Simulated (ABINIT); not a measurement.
## TiAl: geometry relaxation (part 2 of 3)

Continued. System: TiAl (P-6m2, 2 atoms in the cell). Method: Kohn-Sham DFT of a periodic cell, PBE, JTH PAW PBE v2.0, no spin polarisation (ABINIT 10.8.3); cutoff 408.17 eV, 8×8×4 k-mesh, fermi-dirac of 0.05 eV. The structure derives from a Materials Project entry.

Geometry of the input (Å; fractional positions):
```
2.8673  0.0000  0.0000
-1.4336  2.4831  0.0000
0.0000  0.0000  4.6781
Ti 0.0000  0.0000  0.0000
Al 0.3333  0.6667  0.5000
```

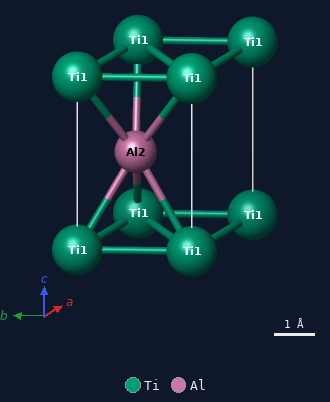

Fig. 1: The input geometry (ball-and-stick view of the cell of the calculation, seen at an oblique angle; atoms are numbered from 1 in the order of the input).

## Log, continued
```
---OUTPUT-----------------------------------------------------------------------

 Cartesian coordinates (xcart) [bohr]
 -2.48782274405579E-29 -1.43634513093144E-29  0.00000000000000E+00
  1.00122555618121E-10  3.13214766928583E+00  4.41525968250844E+00
 Reduced coordinates (xred)
 -6.11442065776880E-30 -3.05721032890922E-30  0.00000000000000E+00
  3.33333333333333E-01  6.66666666666667E-01  5.00000000000000E-01
 Cartesian forces (fcart) [Ha/bohr]; max,rms= 6.04910E-29 3.68934E-29 (free atoms)
  6.04910199931309E-29 -2.05965039399009E-29 -0.00000000000000E+00
 -6.04910199931309E-29  2.05965039399009E-29 -0.00000000000000E+00
 Gradient of E wrt nuclear positions in reduced coordinates (gred)
 -3.28166136571941E-28  2.60850005993081E-28 -0.00000000000000E+00
  3.28166136571941E-28 -2.60850005993081E-28 -0.00000000000000E+00
 Scale of Primitive Cell (acell) [bohr]
  5.42503890014098E+00  5.42503889996878E+00  8.83051936501688E+00
 Real space primitive translations (rprimd) [bohr]
  5.42503890014098E+00  0.00000000000000E+00  0.00000000000000E+00
 -2.71251944992031E+00  4.69822150392875E+00  0.00000000000000E+00
  0.00000000000000E+00  0.00000000000000E+00  8.83051936501688E+00
 Unitary Cell Volume (ucvol) [Bohr^3]=  2.25072581524608E+02
 Angles (23,13,12)= [degrees]
  9.00000000000000E+01  9.00000000000000E+01  1.19999999999219E+02
 Lengths [Bohr]
  5.42503890014098E+00  5.42503889996878E+00  8.83051936501688E+00
 Stress tensor in cartesian coordinates (strten) [Ha/bohr^3]
 -3.28963306547867E-05 -2.05703420915862E-13  0.00000000000000E+00
 -2.05703420915862E-13 -3.28963303476131E-05  0.00000000000000E+00
  0.00000000000000E+00  0.00000000000000E+00  3.30920550373022E-05
 Total energy (etotal) [Ha]= -6.07734700538224E+01

 Difference of energy with previous step (new-old):
           Absolute (Ha)=-2.88396E-05
           Relative     =-4.74542E-07

--- Iteration: ( 3/50) Internal Cycle: (1/1)
--------------------------------------------------------------------------------

---SELF-CONSISTENT-FIELD CONVERGENCE--------------------------------------------

--- !BeginCycle
iteration_state: {dtset: 1, itime: 3, icycle: 1, }
solver: {iscf: 17, nstep: 80, nline: 4, wfoptalg: 10, }
tolerances: {tolvrs: 1.00E-10, }
...

     iter   Etot(hartree)      deltaE(h)  residm     nres2
 ETOT  1  -60.776367928761    -6.078E+01 2.783E+00 5.623E-01
 ETOT  2  -60.775765183078     6.027E-04 1.952E-02 5.727E-01
 ETOT  3  -60.773454172639     2.311E-03 1.392E-03 1.113E-03
 ETOT  4  -60.773536231510    -8.206E-05 1.569E-04 1.976E-04
 ETOT  5  -60.773536078357     1.532E-07 2.763E-06 1.245E-05
 ETOT  6  -60.773536038531     3.983E-08 2.673E-06 6.953E-07
 ETOT  7  -60.773536037221     1.310E-09 1.091E-07 4.302E-08
 ETOT  8  -60.773536037126     9.499E-11 4.971E-08 8.552E-10
 ETOT  9  -60.773536037124     2.458E-12 2.664E-08 1.622E-11

 At SCF step    9       nres2   =  1.62E-11 < tolvrs=  1.00E-10 =>converged.

 Cartesian components of stress tensor (hartree/bohr^3)
  sigma(1 1)=  3.15635498E-06  sigma(3 2)=  0.00000000E+00
  sigma(2 2)=  3.15635528E-06  sigma(3 1)=  0.00000000E+00
  sigma(3 3)=  1.08676204E-05  sigma(2 1)= -2.04505071E-13

--- !ResultsGS
iteration_state: {dtset: 1, itime: 3, icycle: 1, }
comment   : Summary of ground state results
lattice_vectors:
- [  5.4565952,   0.0000000,   0.0000000, ]
- [ -2.7282976,   4.7255501,   0.0000000, ]
- [  0.0000000,   0.0000000,   8.7788104, ]
lattice_lengths: [   5.45660,    5.45660,    8.77881, ]
lattice_angles: [ 90.000,  90.000, 120.000, ] # degrees, (23, 13, 12)
lattice_volume:   2.2636526E+02
convergence: {deltae:  2.458E-12, res2:  1.622E-11, residm:  2.664E-08, diffor: null, }
etotal    :  -6.07735360E+01
entropy   :   0.00000000E+00
fermie    :   2.88440004E-01
cartesian_stress_tensor: # hartree/bohr^3
- [  3.15635498E-06,  -2.04505071E-13,   0.00000000E+00, ]
- [ -2.04505071E-13,   3.15635528E-06,   0.00000000E+00, ]
- [  0.00000000E+00,   0.00000000E+00,   1.08676204E-05, ]
pressure_GPa:  -1.6849E-01
xred      :
- [  4.5627E-29,  -2.8790E-29,   0.0000E+00, Ti]
- [  3.3333E-01,   6.6667E-01,   5.0000E-01, Al]
cartesian_forces: # hartree/bohr
- [  4.85755775E-29,  -2.80451228E-29,  -0.00000000E+00, ]
- [ -4.85755775E-29,   2.80451228E-29,  -0.00000000E+00, ]
force_length_stats: {min:   5.60902455E-29, max:   5.60902455E-29, mean:   5.60902455E-29, }
...

 Integrated electronic density in atomic spheres:
 ------------------------------------------------
 Atom  Sphere_radius  Integrated_density
    1        2.30803         10.15880788
    2        1.90363          0.76279925

---OUTPUT-----------------------------------------------------------------------

 Cartesian coordinates (xcart) [bohr]
  3.27513465784527E-28 -1.36049312535492E-28  0.00000000000000E+00
  1.00706460082024E-10  3.15036671775618E+00  4.38940521779014E+00
 Reduced coordinates (xred)
  4.56265030914037E-29 -2.87901535967622E-29  0.00000000000000E+00
  3.33333333333333E-01  6.66666666666667E-01  5.00000000000000E-01
 Cartesian forces (fcart) [Ha/bohr]; max,rms= 4.85756E-29 3.23837E-29 (free atoms)
  4.85755775491020E-29 -2.80451227762378E-29 -0.00000000000000E+00
 -4.85755775491020E-29  2.80451227762378E-29 -0.00000000000000E+00
 Gradient of E wrt nuclear positions in reduced coordinates (gred)
 -2.65057264154260E-28  2.65057264154260E-28 -0.00000000000000E+00
  2.65057264154260E-28 -2.65057264154260E-28 -0.00000000000000E+00
 Scale of Primitive Cell (acell) [bohr]
  5.45659521775794E+00  5.45659521758473E+00  8.77881043558027E+00
 Real space primitive translations (rprimd) [bohr]
  5.45659521775794E+00  0.00000000000000E+00  0.00000000000000E+00
 -2.72829760872791E+00  4.72555007663427E+00  0.00000000000000E+00
  0.00000000000000E+00  0.00000000000000E+00  8.77881043558027E+00
 Unitary Cell Volume (ucvol) [Bohr^3]=  2.26365261065085E+02
 Angles (23,13,12)= [degrees]
  9.00000000000000E+01  9.00000000000000E+01  1.19999999999219E+02
 Lengths [Bohr]
  5.45659521775794E+00  5.45659521758473E+00  8.77881043558027E+00
 Stress tensor in cartesian coordinates (strten) [Ha/bohr^3]
  3.15635497855505E-06 -2.04505071176842E-13  0.00000000000000E+00
 -2.04505071176842E-13  3.15635528394444E-06  0.00000000000000E+00
  0.00000000000000E+00  0.00000000000000E+00  1.08676204000398E-05
 Total energy (etotal) [Ha]= -6.07735360371240E+01

 Difference of energy with previous step (new-old):
           Absolute (Ha)=-6.59833E-05
           Relative     =-1.08572E-06

--- Iteration: ( 4/50) Internal Cycle: (1/1)
--------------------------------------------------------------------------------

---SELF-CONSISTENT-FIELD CONVERGENCE--------------------------------------------

--- !BeginCycle
iteration_state: {dtset: 1, itime: 4, icycle: 1, }
solver: {iscf: 17, nstep: 80, nline: 4, wfoptalg: 10, }
tolerances: {tolvrs: 1.00E-10, }
...

     iter   Etot(hartree)      deltaE(h)  residm     nres2
 ETOT  1  -60.773540557471    -6.077E+01 1.455E-05 9.934E-04
 ETOT  2  -60.773539169909     1.388E-06 2.700E-07 4.920E-04
 ETOT  3  -60.773537439580     1.730E-06 1.113E-06 4.810E-05
 ETOT  4  -60.773537331028     1.086E-07 1.424E-07 1.676E-06
 ETOT  5  -60.773537334779    -3.751E-09 7.049E-08 3.285E-08
 ETOT  6  -60.773537334775     3.702E-12 1.348E-09 9.068E-09
 ETOT  7  -60.773537334757     1.754E-11 1.789E-09 6.214E-10
 ETOT  8  -60.773537334757     7.958E-13 3.160E-09 5.394E-12

 At SCF step    8       nres2   =  5.39E-12 < tolvrs=  1.00E-10 =>converged.

 Cartesian components of stress tensor (hartree/bohr^3)
  sigma(1 1)=  3.29279944E-06  sigma(3 2)=  0.00000000E+00
  sigma(2 2)=  3.29279974E-06  sigma(3 1)=  0.00000000E+00
  sigma(3 3)=  6.74840272E-06  sigma(2 1)= -2.04616923E-13

--- !ResultsGS
iteration_state: {dtset: 1, itime: 4, icycle: 1, }
comment   : Summary of ground state results
lattice_vectors:
- [  5.4575845,   0.0000000,   0.0000000, ]
- [ -2.7287922,   4.7264068,   0.0000000, ]
- [  0.0000000,   0.0000000,   8.7733118, ]
lattice_lengths: [   5.45758,    5.45758,    8.77331, ]
lattice_angles: [ 90.000,  90.000, 120.000, ] # degrees, (23, 13, 12)
lattice_volume:   2.2630551E+02
convergence: {deltae:  7.958E-13, res2:  5.394E-12, residm:  3.160E-09, diffor: null, }
etotal    :  -6.07735373E+01
entropy   :   0.00000000E+00
fermie    :   2.88499006E-01
cartesian_stress_tensor: # hartree/bohr^3
- [  3.29279944E-06,  -2.04616923E-13,   0.00000000E+00, ]
- [ -2.04616923E-13,   3.29279974E-06,   0.00000000E+00, ]
- [  0.00000000E+00,   0.00000000E+00,   6.74840272E-06, ]
pressure_GPa:  -1.3077E-01
xred      :
- [  5.3659E-29,  -3.6241E-29,   0.0000E+00, Ti]
- [  3.3333E-01,   6.6667E-01,   5.0000E-01, Al]
cartesian_forces: # hartree/bohr
- [  1.23344184E-29,  -3.56063991E-29,  -0.00000000E+00, ]
- [ -1.23344184E-29,   3.56063991E-29,  -0.00000000E+00, ]
force_length_stats: {min:   3.76822708E-29, max:   3.76822708E-29, mean:   3.76822708E-29, }
...

 Integrated electronic density in atomic spheres:
 ------------------------------------------------
 Atom  Sphere_radius  Integrated_density
    1        2.30803         10.15856287
    2        1.90363          0.76271292

---OUTPUT-----------------------------------------------------------------------

 Cartesian coordinates (xcart) [bohr]
  3.91746208180603E-28 -1.71291923026483E-28  0.00000000000000E+00
  1.00724519746500E-10  3.15093786310497E+00  4.38665588192769E+00
 Reduced coordinates (xred)
  5.36594113927540E-29 -3.62414685126350E-29  0.00000000000000E+00
  3.33333333333333E-01  6.66666666666667E-01  5.00000000000000E-01
 Cartesian forces (fcart) [Ha/bohr]; max,rms= 3.56064E-29 2.17559E-29 (free atoms)
  1.23344184487608E-29 -3.56063990596919E-29 -0.00000000000000E+00
 -1.23344184487608E-29  3.56063990596919E-29 -0.00000000000000E+00
 Gradient of E wrt nuclear positions in reduced coordinates (gred)
 -6.73161305788597E-29  2.01948391736579E-28 -0.00000000000000E+00
  6.73161305788597E-29 -2.01948391736579E-28 -0.00000000000000E+00
 Scale of Primitive Cell (acell) [bohr]
  5.45758447052058E+00  5.45758447034734E+00  8.77331176385538E+00
 Real space primitive translations (rprimd) [bohr]
  5.45758447052058E+00  0.00000000000000E+00  0.00000000000000E+00
 -2.72879223510921E+00  4.72640679465746E+00  0.00000000000000E+00
  0.00000000000000E+00  0.00000000000000E+00  8.77331176385538E+00
 Unitary Cell Volume (ucvol) [Bohr^3]=  2.26305509288622E+02
 Angles (23,13,12)= [degrees]
  9.00000000000000E+01  9.00000000000000E+01  1.19999999999219E+02
 Lengths [Bohr]
  5.45758447052058E+00  5.45758447034734E+00  8.77331176385538E+00
 Stress tensor in cartesian coordinates (strten) [Ha/bohr^3]
  3.29279943555791E-06 -2.04616922504144E-13  0.00000000000000E+00
 -2.04616922504144E-13  3.29279974111297E-06  0.00000000000000E+00
  0.00000000000000E+00  0.00000000000000E+00  6.74840271543218E-06
 Total energy (etotal) [Ha]= -6.07735373347566E+01

 Difference of energy with previous step (new-old):
           Absolute (Ha)=-1.29763E-06
           Relative     =-2.13519E-08

--- Iteration: ( 5/50) Internal Cycle: (1/1)
--------------------------------------------------------------------------------

---SELF-CONSISTENT-FIELD CONVERGENCE--------------------------------------------

--- !BeginCycle
iteration_state: {dtset: 1, itime: 5, icycle: 1, }
solver: {iscf: 17, nstep: 80, nline: 4, wfoptalg: 10, }
tolerances: {tolvrs: 1.00E-10, }
...

     iter   Etot(hartree)      deltaE(h)  residm     nres2
 ETOT  1  -60.773570460130    -6.077E+01 6.063E-05 6.781E-03
 ETOT  2  -60.773571099774    -6.396E-07 6.906E-06 8.275E-03
 ETOT  3  -60.773537602966     3.350E-05 7.812E-06 8.837E-05
 ETOT  4  -60.773538333148    -7.302E-07 4.055E-06 4.729E-06
 ETOT  5  -60.773538322745     1.040E-08 6.309E-08 2.754E-07
 ETOT  6  -60.773538321749     9.958E-10 7.583E-09 6.861E-09
 ETOT  7  -60.773538321738     1.101E-11 2.938E-09 1.492E-09
 ETOT  8  -60.773538321733     5.095E-12 5.120E-10 1.471E-11

 At SCF step    8       nres2   =  1.47E-11 < tolvrs=  1.00E-10 =>converged.

 Cartesian components of stress tensor (hartree/bohr^3)
  sigma(1 1)=  1.21138172E-06  sigma(3 2)=  0.00000000E+00
  sigma(2 2)=  1.21138203E-06  sigma(3 1)=  0.00000000E+00
  sigma(3 3)=  7.29437183E-07  sigma(2 1)= -2.04901643E-13

--- !ResultsGS
iteration_state: {dtset: 1, itime: 5, icycle: 1, }
comment   : Summary of ground state results
lattice_vectors:
- [  5.4572411,   0.0000000,   0.0000000, ]
- [ -2.7286206,   4.7261094,   0.0000000, ]
- [  0.0000000,   0.0000000,   8.7668515, ]
lattice_lengths: [   5.45724,    5.45724,    8.76685, ]
lattice_angles: [ 90.000,  90.000, 120.000, ] # degrees, (23, 13, 12)
lattice_volume:   2.2611041E+02
convergence: {deltae:  5.095E-12, res2:  1.471E-11, residm:  5.120E-10, diffor: null, }
etotal    :  -6.07735383E+01
entropy   :   0.00000000E+00
fermie    :   2.88790566E-01
cartesian_stress_tensor: # hartree/bohr^3
- [  1.21138172E-06,  -2.04901643E-13,   0.00000000E+00, ]
- [ -2.04901643E-13,   1.21138203E-06,   0.00000000E+00, ]
- [  0.00000000E+00,   0.00000000E+00,   7.29437183E-07, ]
pressure_GPa:  -3.0914E-02
xred      :
- [  5.2783E-29,  -5.5444E-29,   0.0000E+00, Ti]
- [  3.3333E-01,   6.6667E-01,   5.0000E-01, Al]
cartesian_forces: # hartree/bohr
- [ -2.46703890E-29,   1.42434557E-29,  -0.00000000E+00, ]
- [  2.46703890E-29,  -1.42434557E-29,  -0.00000000E+00, ]
force_length_stats: {min:   2.84869115E-29, max:   2.84869115E-29, mean:   2.84869115E-29, }
...

 Integrated electronic density in atomic spheres:
 ------------------------------------------------
 Atom  Sphere_radius  Integrated_density
    1        2.30803         10.16167150
    2        1.90363          0.76234486

---OUTPUT-----------------------------------------------------------------------

 Cartesian coordinates (xcart) [bohr]
  4.39333527383445E-28 -2.62032937548007E-28  0.00000000000000E+00
  1.00718006425382E-10  3.15073962389408E+00  4.38342573043971E+00
 Reduced coordinates (xred)
  5.27828502617105E-29 -5.54436881128574E-29  0.00000000000000E+00
  3.33333333333333E-01  6.66666666666667E-01  5.00000000000000E-01
 Cartesian forces (fcart) [Ha/bohr]; max,rms= 2.46704E-29 1.64469E-29 (free atoms)
 -2.46703890190373E-29  1.42434557422825E-29 -0.00000000000000E+00
  2.46703890190373E-29 -1.42434557422825E-29 -0.00000000000000E+00
 Gradient of E wrt nuclear positions in reduced coordinates (gred)
  1.34632261157719E-28 -1.34632261157719E-28 -0.00000000000000E+00
 -1.34632261157719E-28  1.34632261157719E-28 -0.00000000000000E+00
 Scale of Primitive Cell (acell) [bohr]
  5.45724111013525E+00  5.45724110996202E+00  8.76685146087942E+00
 Real space primitive translations (rprimd) [bohr]
  5.45724111013525E+00  0.00000000000000E+00  0.00000000000000E+00
 -2.72862055491655E+00  4.72610943584112E+00  0.00000000000000E+00
  0.00000000000000E+00  0.00000000000000E+00  8.76685146087942E+00
 Unitary Cell Volume (ucvol) [Bohr^3]=  2.26110413430830E+02
 Angles (23,13,12)= [degrees]
  9.00000000000000E+01  9.00000000000000E+01  1.19999999999219E+02
 Lengths [Bohr]
  5.45724111013525E+00  5.45724110996202E+00  8.76685146087942E+00
 Stress tensor in cartesian coordinates (strten) [Ha/bohr^3]
  1.21138172124585E-06 -2.04901642995832E-13  0.00000000000000E+00
 -2.04901642995832E-13  1.21138202722592E-06  0.00000000000000E+00
  0.00000000000000E+00  0.00000000000000E+00  7.29437182881570E-07
 Total energy (etotal) [Ha]= -6.07735383217330E+01

 Difference of energy with previous step (new-old):
           Absolute (Ha)=-9.86976E-07
           Relative     =-1.62402E-08

--- Iteration: ( 6/50) Internal Cycle: (1/1)
--------------------------------------------------------------------------------

---SELF-CONSISTENT-FIELD CONVERGENCE--------------------------------------------

--- !BeginCycle
iteration_state: {dtset: 1, itime: 6, icycle: 1, }
solver: {iscf: 17, nstep: 80, nline: 4, wfoptalg: 10, }
tolerances: {tolvrs: 1.00E-10, }
...
```
